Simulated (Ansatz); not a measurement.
**Cu: band-structure calculation**

- system: Cu (Fm-3m, 1 atom in the cell)
- method: DFT, LDA, PAW with Ansatz's default frozen-core files, scalar-relativistic, no spin polarisation (Ansatz 0.2.0)

Its volume is 0.45 times that of the source entry. It belongs to a series of runs on one base structure; here: volume scaled by 0.45, PAW files. Figures and captions count atoms from 1; the log counts them from 0 in places.

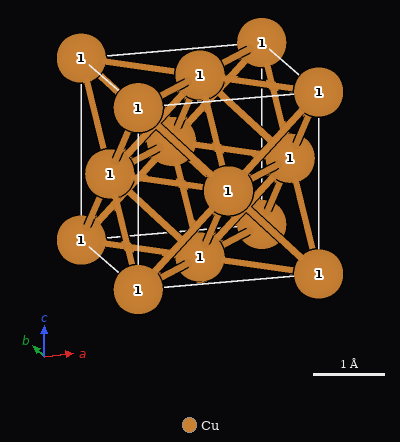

**Figure 1.** The structure (ball-and-stick view of the cell 4 times as large as that of the calculation, set on its symmetry axes, seen slightly off an axis; atoms are numbered from 1 in the order of the input).

Input:
```yaml
crystal:
  lattice:
    - [0.0, 1.3481888179, 1.3481888179]
    - [1.3481888179, 0.0, 1.3481888179]
    - [1.3481888179, 1.3481888179, 0.0]
  atoms:
    - { symbol: Cu, position: [0.0, 0.0, 0.0] }
kpoints:
  mp_grid: { grid: [18, 18, 18] }
  band_path:
    path:
      - [0.0, 0.0, 0.0]
      - [0.5, 0.0, 0.5]
      - [0.625, 0.25, 0.625]
      - [0.375, 0.375, 0.75]
      - [0.0, 0.0, 0.0]
      - [0.5, 0.5, 0.5]
      - [0.5, 0.25, 0.75]
      - [0.5, 0.0, 0.5]
    npoints: 8
scf:
  occupations: { method: fermi_dirac, width: 0.05 }
hamiltonian:
  xc: lda
  pseudopotentials: { kind: paw }
output:
  forces: true
  stress: true
  eigenvalues: true
  populations: true
  dos: { projected: true, de: 0.2, e_range: [-14, 8] }
  write_density: true
  write_potential: true
  elf: true
  volumetric_format: npy
```

Machine: 1 thread of Arm Neoverse V2, 24 GiB of memory available, shared host.

Launch command:
```bash
ansatz run input.yaml --threads 1 --pin off --max-ram 2048MiB --backend cpu --events-out ev --progress --plain --runs-dir out
```

Output:
```
Engine: ansatz 0.2.0, aarch64-unknown-linux-gnu
Pseudopotentials: kind: paw
Pseudopotential: Cu, paw, valence charge 19, recommended cutoff 420 eV (normal), Cu.paw.azcp
Functional definition: SPW92
  exchange = slater_x
  correlation = pw_c
Crystal: 1 atoms, lattice volume = 4.901 Å³
Basis set: ecut = 420 eV, 113 PW (Γ)
Bands: 14, of which v1, the nominal top of the filled ones, is band 10 counted from 1 (9 counted from 0)
Symmetry: 48 space group operations
Space group: Fm-3m (ITA 225), of the structure as read, at distance tolerance 1.7e-5 Å
k-points: 195 of 5832
Non-local potential: Cu, projectors of the file, l = 0: 3, l = 1: 2, l = 2: 3, l = 3: 1
PAW form: soft (Blöchl's): semilocal exchange-correlation on the pseudo side does not see the compensation charge
PAW frozen core: Cu, regenerated for the run's functional, and the local potential with it (the file was generated under x = pbe(κ = 0.804, μ = 0.2195149727645171), c = pbe(β = 0.06672455060314922))
PAW one-centre angular grid: Cu, 590 points (default); XC on 64 Gauss nodes
Initial density: superposition of atomic densities (neutral atoms: chi_scale 0, normalization atom), corrected by the library's trained network
Initial wavefunctions: pseudopotential atomic-orbital guess
Functional: x = slater, c = lda
SCF iter   1: F=—  HF=-6546.804738 eV  |F-HF|=—  |Δ(HF+E_count)|=         —  Δρ=1.58e-1  dr2=5.35e-1  ethr=1.77e-3  ⟨swp⟩=5.4  Hψ=15013  notcnv=0
preconditioner: auto → none  [insulator: Δε(μ)=0.127 eV  Ē_g=32.052 eV  σ=0.050 eV  W_gap=0.56  n_scr=0 (ndim 8)  ℏωp=55.6 eV  f_vac=0.000  D(μ)=0.13/eV (n_scr^D=0)  ε∞_Penn≈4.0]
SCF iter   2: F=—  HF=-6546.689381 eV  |F-HF|=—  |Δ(HF+E_count)|=   1.15e-1  Δρ=4.65e-2  dr2=4.22e-2  ethr=1.77e-3  ⟨swp⟩=2.9  Hψ=6492  notcnv=0  defer=70
SCF iter   3: F=—  HF=-6546.643316 eV  |F-HF|=—  |Δ(HF+E_count)|=   4.61e-2  Δρ=2.21e-2  dr2=1.09e-2  ethr=2.22e-4  ⟨swp⟩=3.1  Hψ=5888  notcnv=0  defer=70
SCF iter   4: F=—  HF=-6546.646326 eV  |F-HF|=—  |Δ(HF+E_count)|=   3.01e-3  Δρ=2.09e-3  dr2=8.50e-5  ethr=5.72e-5  ⟨swp⟩=2.3  Hψ=4758  notcnv=0  defer=69
SCF iter   5: F=—  HF=-6546.646344 eV  |F-HF|=—  |Δ(HF+E_count)|=   1.79e-5  Δρ=2.33e-4  dr2=1.04e-6  ethr=4.47e-7  ⟨swp⟩=2.3  Hψ=4264  notcnv=0  defer=69
SCF iter   6: F=-6546.646345 eV  HF=-6546.646345 eV  |F-HF|=4.44e-9  |Δ(HF+E_count)|=   7.43e-7  Δρ=2.08e-5  dr2=8.76e-9  ethr=5.26e-10  ⟨swp⟩=10.8  Hψ=20002  notcnv=0
SCF 1 converged in 6 iterations: F = -6546.646345 eV  dr2 = 8.76e-9
  Residual-converged pass: ⟨swp⟩=1.0  Hψ=3514  notcnv=0  max |occ|·‖R‖ = 7.1e-9 eV (tolerance 1.0e-8 eV)  dr2=8.76e-9  dr2_onsite=7.64e-8  max |Δocc| = 2.3e-11
  greatest PAW one-centre occupation: 1.002 electrons in one spin orbital (limit 2), on the Cu atom at site 0 (counted from 0), in its partial waves of l = 1
NSCF: frozen V_eff on 57 k-points
SCF converged after 6 iterations
Free energy (F): -6546.646345 eV
Harris-Foulkes:  -6546.646345 eV  (|F-HF|=4.44e-9)
Internal energy: -6546.645275 eV  (E = F + TS)
E sigma→0 (E₀):  -6546.645810 eV
Entropy (-TS):   -0.001070 eV (-1.070 meV/atom)
Fermi energy:    47.650754 eV
--- Per-component energies (eV) ---
  E_band       = 128.147903
  E_kinetic    = 323.615322
  E_local      = -2322.901083  (includes V_loc(G=0)·N_el)
  E_nonlocal   = 424.618208
  E_hartree    = 1151.355795
  E_xc         = -98.541804
  E_vxc        = -128.002473  (∫ρ·V_xc dr)
  E_paw        = -1605.727175  (= ΣΔE_a)
  E_vpaw       = -471.900519  (= ΣTr[D̂ρ^β])
  E_aug_tail   = 0.000321  (compensation charges beyond the density's cutoff)
  E_ewald      = -4419.514520
  E_core_change = 0.449660  (= ΣΔE_core)
  E_smearing   = -0.001070  (= −TS)
  E_closure    = 0.000000  (closes the sum)
  Σ components = -6546.646345   (vs F -6546.646345, Δ=0.00e0)
--- Forces (eV/Å), atoms counted from 1 ---
  atom   1  Cu     0.00000000     0.00000000     0.00000000
  max |Σ_I F_I| component: 1.31e-31 eV/Å
--- Stress (GPa, compression-positive) ---
     1037.324122      -0.000000       0.000000
        0.000000    1037.324122      -0.000000
       -0.000000      -0.000000    1037.324122
  P = ⅓ Tr σ = 1037.3241 GPa (10373.241 kbar)
--- Band table (eV; the first three rows and the last of 195) ---
  k-point 0: bands = ["-69.5311", "-25.9620", "-25.9620", "-25.9620", "28.6702", "38.2497", "38.2497", "38.2497", "41.4659", "41.4659", "74.7282", "85.0193", "85.0193", "85.0193"]
  k-point 1: bands = ["-69.5131", "-26.0359", "-25.9708", "-25.9708", "28.8920", "38.1508", "38.3288", "38.3288", "41.4235", "41.4235", "74.7905", "82.9840", "85.0571", "85.0571"]
  k-point 2: bands = ["-69.4610", "-26.2481", "-25.9963", "-25.9963", "29.5324", "37.8925", "38.5336", "38.5336", "41.3314", "41.3314", "74.7117", "79.6678", "85.1553", "85.1553"]
  k-point 194: bands = ["-68.7145", "-27.5855", "-27.3461", "-26.8116", "33.9856", "35.9678", "37.4737", "41.2441", "44.2330", "57.2394", "59.9513", "61.4515", "66.5555", "87.6655"]
--- Löwdin populations: 1 site ---
  site symbol       q [e]
     0     Cu     18.8285
  spilling = 0.009026 (of n_electrons = 19.000000)
```

File dos.tsv:
```
# E-E_F[eV]	g_bin_mean(E)[states/eV]	N(E)
# format = ansatz-dos/2
# fermi_ev = 47.650754
# fermi_mp_grid = 18 18 18
# fermi_mp_shift = 0 0 0
# tetrahedron_fermi_ev = 47.632107
# g_bin_mean(E): the states in a bin one row spacing wide, centred on E, divided by that spacing. States that the method places at a single energy (under output.dos.method: tetrahedron, those of a tetrahedron whose four corners have one energy) are counted whole in the row whose bin holds that energy (on the edge of two bins, in the lower row). The sum of g_bin_mean over a run of rows, times the row spacing, is the number of states from half a spacing under the first of them to half a spacing over the last (a plain sum, not the trapezoid rule).
-14.000000	9.227692e-1	8.936696e0
-13.800000	1.043827e0	9.131908e0
-13.600000	1.110727e0	9.351807e0
-13.400000	1.061807e0	9.570642e0
-13.200000	9.650775e-1	9.774319e0
-13.000000	8.862783e-1	9.957837e0
-12.800000	8.544271e-1	1.013032e1
-12.600000	7.220168e-1	1.029170e1
-12.400000	6.435585e-1	1.042512e1
-12.200000	6.670333e-1	1.055397e1
-12.000000	8.648956e-1	1.070615e1
-11.800000	8.089439e-1	1.087768e1
-11.600000	7.377749e-1	1.103218e1
-11.400000	6.127960e-1	1.117079e1
-11.200000	5.527220e-1	1.128014e1
-11.000000	5.674443e-1	1.139470e1
-10.800000	6.192676e-1	1.150893e1
-10.600000	7.681765e-1	1.165016e1
-10.400000	8.195717e-1	1.180948e1
-10.200000	8.363461e-1	1.197763e1
-10.000000	8.281343e-1	1.214247e1
-9.800000	8.663831e-1	1.231015e1
-9.600000	9.127906e-1	1.248706e1
-9.400000	1.144558e0	1.268969e1
-9.200000	1.386238e0	1.294370e1
-9.000000	1.317773e0	1.322315e1
-8.800000	1.429017e0	1.350000e1
-8.600000	8.662744e-1	1.372924e1
-8.400000	9.283267e-1	1.389680e1
-8.200000	9.640444e-1	1.408760e1
-8.000000	8.470392e-1	1.427770e1
-7.800000	7.694804e-1	1.443549e1
-7.600000	7.338425e-1	1.458756e1
-7.400000	7.075944e-1	1.472710e1
-7.200000	8.037841e-1	1.487713e1
-7.000000	9.467077e-1	1.505467e1
-6.800000	9.873091e-1	1.524846e1
-6.600000	1.008948e0	1.544461e1
-6.400000	9.775102e-1	1.565436e1
-6.200000	8.691317e-1	1.583094e1
-6.000000	8.352655e-1	1.600433e1
-5.800000	7.923487e-1	1.616658e1
-5.600000	7.735992e-1	1.632135e1
-5.400000	8.196994e-1	1.647890e1
-5.200000	8.057849e-1	1.664456e1
-5.000000	8.247385e-1	1.680569e1
-4.800000	9.081296e-1	1.697713e1
-4.600000	1.009625e0	1.717065e1
-4.400000	1.174849e0	1.738121e1
-4.200000	1.645225e0	1.766490e1
-4.000000	1.432836e0	1.799848e1
-3.800000	9.319386e-1	1.822725e1
-3.600000	6.991470e-1	1.838212e1
-3.400000	2.428079e-1	1.848192e1
-3.200000	1.528409e-1	1.851366e1
-3.000000	1.508493e-1	1.854372e1
-2.800000	1.527166e-1	1.857407e1
-2.600000	1.540834e-1	1.860477e1
-2.400000	1.551643e-1	1.863570e1
-2.200000	1.558806e-1	1.866681e1
-2.000000	1.558318e-1	1.869801e1
-1.800000	1.539508e-1	1.872907e1
-1.600000	1.501856e-1	1.875943e1
-1.400000	1.498018e-1	1.878938e1
-1.200000	1.505971e-1	1.881940e1
-1.000000	1.516701e-1	1.884963e1
-0.800000	1.527086e-1	1.888007e1
-0.600000	1.536854e-1	1.891071e1
-0.400000	1.539883e-1	1.894150e1
-0.200000	1.536009e-1	1.897228e1
0.000000	1.517370e-1	1.900283e1
0.200000	1.509351e-1	1.903307e1
0.400000	1.508090e-1	1.906323e1
0.600000	1.508111e-1	1.909339e1
0.800000	1.516084e-1	1.912360e1
1.000000	1.547758e-1	1.915413e1
1.200000	1.562919e-1	1.918543e1
1.400000	1.543805e-1	1.921649e1
1.600000	1.523984e-1	1.924718e1
1.800000	1.499681e-1	1.927743e1
2.000000	1.475867e-1	1.930717e1
2.200000	1.456977e-1	1.933649e1
2.400000	1.438191e-1	1.936545e1
2.600000	1.422123e-1	1.939404e1
2.800000	1.407687e-1	1.942234e1
3.000000	1.381351e-1	1.945022e1
3.200000	1.369528e-1	1.947773e1
3.400000	1.355786e-1	1.950499e1
3.600000	1.338224e-1	1.953194e1
3.800000	1.315314e-1	1.955850e1
4.000000	1.278582e-1	1.958447e1
4.200000	1.243375e-1	1.960967e1
4.400000	1.210412e-1	1.963421e1
4.600000	1.177827e-1	1.965808e1
4.800000	1.149513e-1	1.968135e1
5.000000	1.124500e-1	1.970408e1
5.200000	1.095154e-1	1.972630e1
5.400000	1.067197e-1	1.974788e1
5.600000	1.044395e-1	1.976902e1
5.800000	1.015045e-1	1.978963e1
6.000000	9.805601e-2	1.980960e1
6.200000	9.380704e-2	1.982883e1
6.400000	8.852748e-2	1.984707e1
6.600000	8.314095e-2	1.986422e1
6.800000	7.851073e-2	1.988037e1
7.000000	7.397595e-2	1.989562e1
7.200000	6.953864e-2	1.990997e1
7.400000	6.505880e-2	1.992343e1
7.600000	5.923082e-2	1.993594e1
7.800000	5.297542e-2	1.994710e1
8.000000	4.797387e-2	1.995718e1
```

File populations.tsv:
```
# site	symbol	l	j	q
# orbitals = lowdin
# n_electrons = 19.000000
# spilling = 0.009026
0	Cu	0_3S	-	1.975378
0	Cu	0_4S	-	1.036278
0	Cu	1_3P	-	5.997238
0	Cu	2_3D	-	9.819618
```

File rho_z.tsv:
```
# z_ang	rho[e/angstrom^3]
# format = ansatz-planar-average/11
# lattice	0.000000000	1.348188818	1.348188818
# lattice	1.348188818	0.000000000	1.348188818
# lattice	1.348188818	1.348188818	0.000000000
# sites	1
# site	29	0.000000000	0.000000000	0.000000000
0.000000	8.557451e0
0.127108	7.842252e0
0.254217	6.105665e0
0.381325	4.183763e0
0.508434	2.679314e0
0.635542	1.736381e0
0.762651	1.232347e0
0.889759	1.017422e0
1.016868	1.017422e0
1.143976	1.232347e0
1.271085	1.736381e0
1.398193	2.679314e0
1.525302	4.183763e0
1.652410	6.105665e0
1.779518	7.842252e0
```

File v_z.tsv:
```
# z_ang	v_es[eV]	v_tot[eV]
# format = ansatz-planar-average/11
# xc	lda
# density_cutoff_ev	1680
# datasets	Cu=:simpson_from_first_knot:soft:shift=-2679975
# lattice	0.000000000	1.348188818	1.348188818
# lattice	1.348188818	0.000000000	1.348188818
# lattice	1.348188818	1.348188818	0.000000000
# sites	1
# site	29	0.000000000	0.000000000	0.000000000
0.000000	1.011307e1	-8.795451e0
0.127108	1.065387e1	-8.086512e0
0.254217	1.227708e1	-5.999012e0
0.381325	1.497850e1	-2.642751e0
0.508434	1.864786e1	1.739368e0
0.635542	2.288746e1	6.627714e0
0.762651	2.682672e1	1.105587e1
0.889759	2.922168e1	1.371270e1
1.016868	2.922168e1	1.371270e1
1.143976	2.682672e1	1.105587e1
1.271085	2.288746e1	6.627714e0
1.398193	1.864786e1	1.739368e0
1.525302	1.497850e1	-2.642751e0
1.652410	1.227708e1	-5.999012e0
1.779518	1.065387e1	-8.086512e0
```

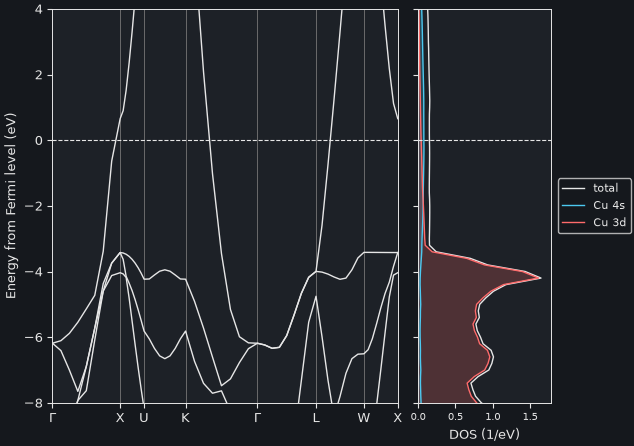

**Figure 2.** Band structure along Γ–X–U–K–Γ–L–W–X and density of states (projected on Löwdin-orthogonalised atomic shells), with energies from the Fermi level. Bands cross the Fermi level: a metal at this level of theory.

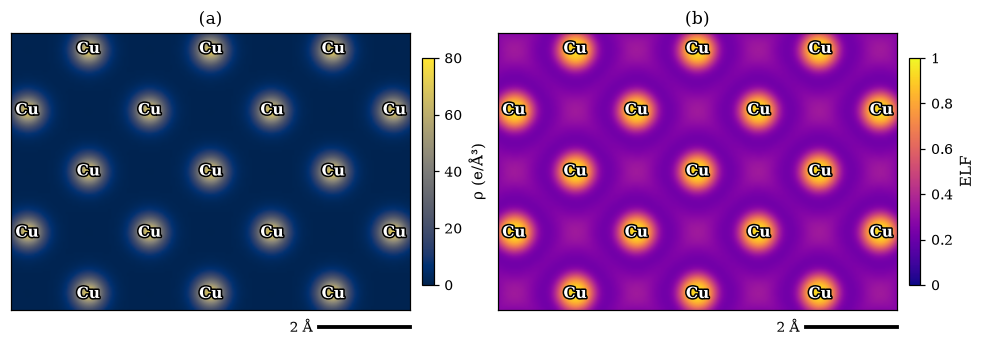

**Figure 3.** (a) valence pseudo-density; (b) electron localisation function on the (001) plane of the conventional cell. Cu–Cu (1.91 Å): ρ is about 1 e/Å³ halfway; the ELF is about 0.25 at the midpoint; no localised pair between them. Away from the nuclei the density in this plane falls to 0.62 e/Å³ at its lowest. The strong features right at Cu lie inside the PAW spheres (semicore, d or f shells) and say nothing about bonding. In a PAW calculation such maps are meaningful between the atoms, not at the nuclei.

Summary:

```csv
quantity,value
outcome,converged
space group (tolerance 0.01 Å),Fm-3m (225)
electrons treated,19
free energy,−6546.6463 eV
Fermi energy,47.651 eV
pressure,1037.32 GPa
electronic character,metal
largest force (length of the vector),under 0.001 eV/Å
wall time,2 s
peak memory,0.27 GiB
```

Remarks:

The cell is under a pressure of 1037 GPa at this level, so it is not at its equilibrium volume.
